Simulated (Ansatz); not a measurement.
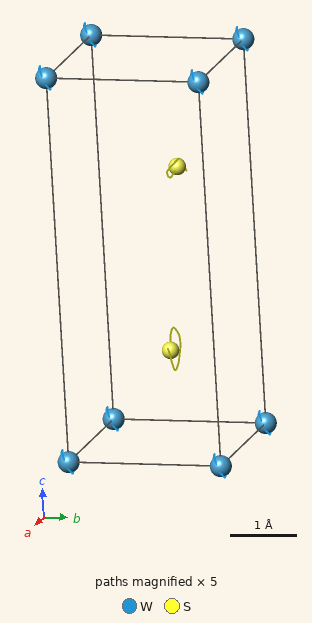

A Born-Oppenheimer molecular dynamics run of a 3-atom cell of WS2 (built on the 3R (MoS2) bulk type), 80 fs long. Lines trace each atom's path, in the colour of its element; spheres stand at the starting positions. The excursions are magnified 5 times. Seen slightly off an axis in the reduced simulation cell.

The calculation used DFT, r2SCAN, plane waves, PAW in Ansatz. Settings: plane-wave cutoff 500 eV; k-point mesh 6 × 6 × 6; Fermi-Dirac smearing 0.039 eV; Langevin thermostat (NVT); set temperature 450 K; time step 2 fs.

### Describe the motion.

Root-mean-square distances from the starting positions over the second half, with the common drift of all atoms taken out: S 0.06 Å, W 0.04 Å. The run lasts only 80 fs, too short to tell vibration from diffusion. The mean temperature in the second half is 387 K (standard deviation 125 K). The potential energy in the second half lies on average 30.3 meV per atom above the first frame.

Cost: 4.7 min on 4 threads of Arm Neoverse N1, on a shared host, peak memory 0.64 GiB.
